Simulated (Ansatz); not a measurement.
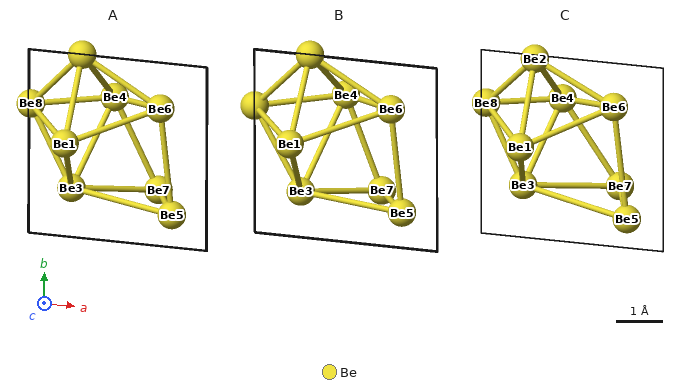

3 geometries from one relaxation of solid Be (a generated structure, set up in P1) (coarse preliminary run), in shuffled order. A ball-and-stick model of the cell of the calculation, reduced to other axes, seen along the c axis. Lengths and directions refer to the drawn axes.

These are results of Ansatz, DFT PBE, scalar-relativistic, plane waves, PAW, not measurements. Set-up: plane-wave cutoff 420 eV; k-point mesh 6 × 6 × 6; occupations gaussian; smearing width 0.2 eV; no spin polarisation; cell and atoms relaxed; force threshold 0.025 eV/Å; at most 60 steps.

Question: Order the frames from highest to lowest energy.

Answer: C, A, B. They are steps 0, 1, 5, at +1.418 eV per cell of the calculation, +0.295 eV per cell of the calculation relative to the last. The largest move relative to the cell is that of Be7, 0.30 Å along [−2 −1 −1]. The drawn cell changes as follows: a 4.042 → 4.052 Å (+0.2 %), b 4.060 → 4.052 Å (−0.2 %), c 4.109 → 4.052 Å (−1.4 %), α 96.4° → 95.6°, β 95.1° → 95.5°, γ 95.2° → 95.5°; the volume changes by −1.3 %. Some distances before and after: Be3–Be7 2.030 → 2.425 Å, Be2–Be7 2.479 → 2.121 Å, Be4–Be7 2.652 → 2.331 Å, Be4–Be8 1.824 → 2.136 Å. The space group (tolerance 0.01 Å) goes from P1 (No. 1) to R32 (No. 155). The energy falls by 1.418 eV per cell of the calculation in 4 accepted moves (5 points after the start). Largest force component: 2.7 eV/Å at the start, 0.0015 eV/Å at the end. Pressure: 3.95 GPa at the start and 0.00 GPa at the end. At 1 point the geometry stayed and the basis and grid were re-selected for the new cell (energy shift of 0.2 meV per cell of the calculation at most each time).
